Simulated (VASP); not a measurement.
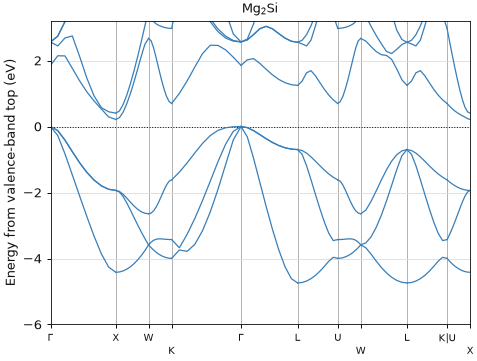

Band structure. Energies are counted from the top of the valence band.

What lattice type does the k path imply?

Answer. A face-centred cubic lattice: the path Γ–X–W–K–Γ–L–U–W–L–K|U–X runs through the special points of its Brillouin zone.

System: antifluorite-type Mg$_{2}$Si, space group Fm-3m (No. 225), 3 atoms in the primitive cell; cubic a = 6.359 Å.

Computed with VASP 6.6.1: PBE, VASP PAW PBE potentials, release 64 (Si, Mg), no spin polarisation, no spin-orbit coupling, 8×8×8 k mesh, 700 eV cutoff.

Metal, semiconductor or insulator, and what is the gap?

Answer. A semiconductor. The gap along this path is 0.21 eV and indirect, from the valence-band top at Γ to the conduction-band bottom at X; the smallest direct gap is 1.85 eV, at Γ.

What are the direct gaps at K, U and L?

Answer. The direct gaps are 2.32 eV at K, 2.32 eV at U and 1.95 eV at L.

How much do the top valence band and the lowest conduction band disperse along the path?

Answer. The top valence band spans 2.6 eV and the lowest conduction band 2.5 eV.

How many bands meet at the valence-band top?

Answer. Three bands meet at the valence-band top at Γ: it is triply degenerate (spin aside).

LDA, GGA and most meta-GGA functionals understate gaps. The cell was built by a generator and needn't be a form met in nature.
